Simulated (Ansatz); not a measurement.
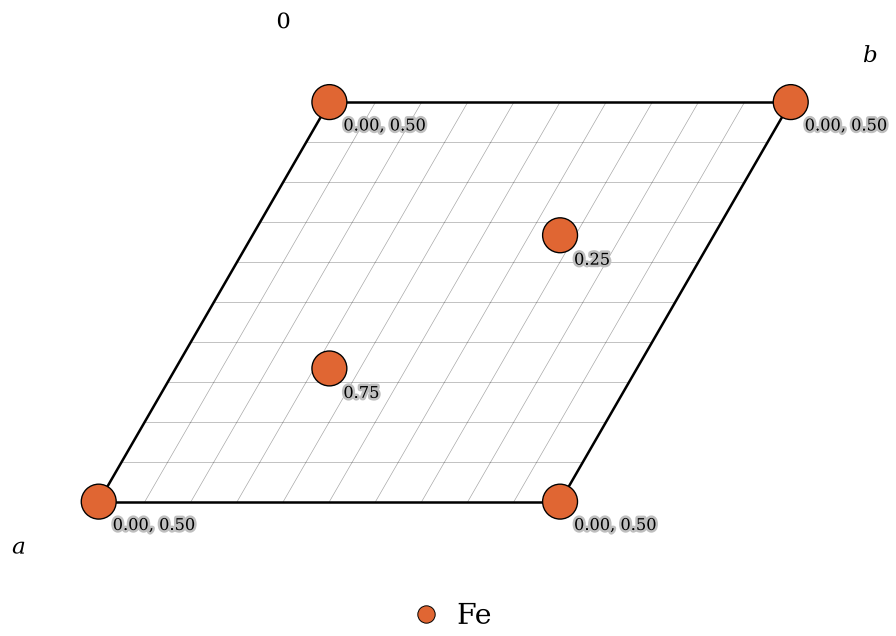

Plan of a unit cell projected along c (a down the page, b across); the numbers are heights as fractions of c, and atoms on the cell's edges are repeated. The grid marks tenths of a and b. Source: the input geometry of an electronic-structure calculation (not necessarily at equilibrium); the starting structure was generated, so it need not be a known form of this composition. Geometry calculated from the standardised cell; symmetry tolerance 0.002 Å.

a = 2.451 Å, b = 2.451 Å, c = 7.889 Å, α = 90.00°, β = 90.00°, γ = 120.00°.

**What does the cell contain?**

4 Fe: Fe, Z = 4.

**Which space group?**

P6₃/mmc (No. 194), primitive hexagonal.

**Give the independent sites, coordinates to two places.**

| atom | site | symmetry | x | y | z |
| --- | --- | --- | --- | --- | --- |
| Fe | 2a | -3m. | 0.00 | 0.00 | 0.00 |
| Fe | 2c | -6m2 | 0.33 | 0.67 | 0.25 |
